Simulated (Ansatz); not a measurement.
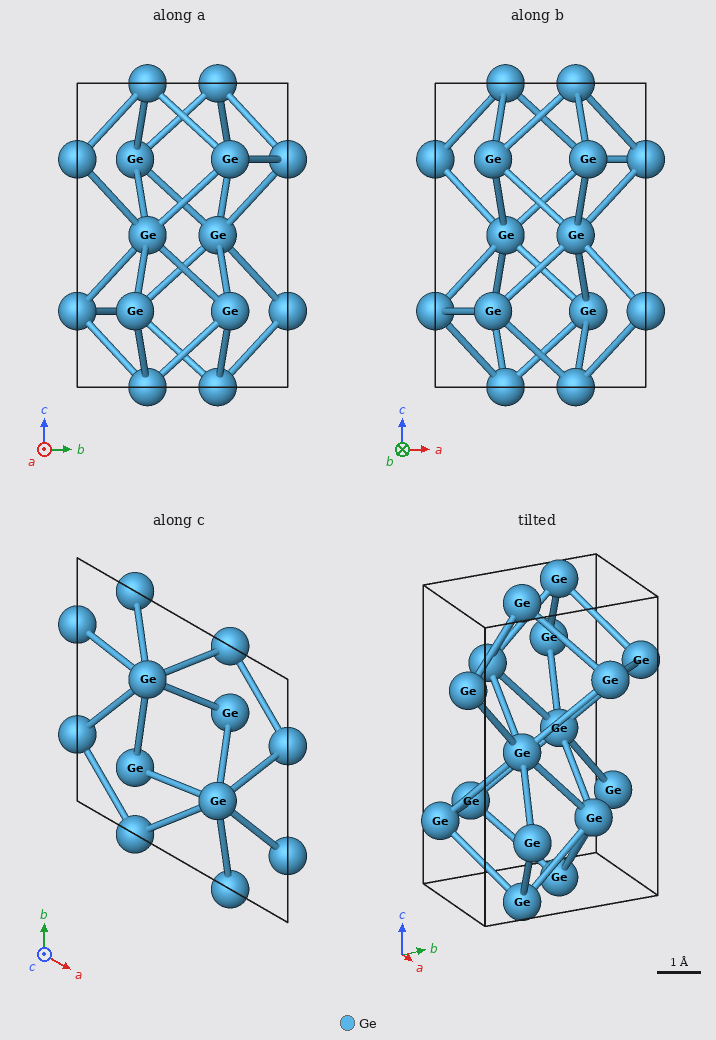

Ball-and-stick model, viewed along the a axis, along the b axis, along the c axis and slightly off an axis. The lines enclose the conventional unit cell; boundary atoms appear with their images.

Lattice parameters: a = 5.7160 Å, b = 5.7160 Å, c = 7.1407 Å, α = 90.000°, β = 90.000°, γ = 120.000°.

Put the structure into a CIF in P1 with every atom of the cell, with free fractional coordinates to two decimals.

```cif
data_structure
_symmetry_space_group_name_H-M 'P 1'
_symmetry_Int_Tables_number 1
_cell_length_a 5.7160
_cell_length_b 5.7160
_cell_length_c 7.1407
_cell_angle_alpha 90.000
_cell_angle_beta 90.000
_cell_angle_gamma 120.000
_cell_volume 202.05
loop_
_atom_site_label
_atom_site_type_symbol
_atom_site_fract_x
_atom_site_fract_y
_atom_site_fract_z
_atom_site_occupancy
Ge1 Ge 0.27 0.00 0.25 1
Ge2 Ge 0.00 0.27 0.25 1
Ge3 Ge 0.73 0.73 0.25 1
Ge4 Ge 0.73 0.00 0.75 1
Ge5 Ge 0.00 0.73 0.75 1
Ge6 Ge 0.27 0.27 0.75 1
Ge7 Ge 0.3333 0.6667 0.00 1
Ge8 Ge 0.6667 0.3333 0.50 1
Ge9 Ge 0.6667 0.3333 0.00 1
Ge10 Ge 0.3333 0.6667 0.50 1
```

The structure comes from a structure type filled with this element by a generator (whether the element takes this form wasn't checked). The geometry was optimised with DFT PBE, scalar-relativistic, plane waves, PAW in Ansatz 0.2.0.
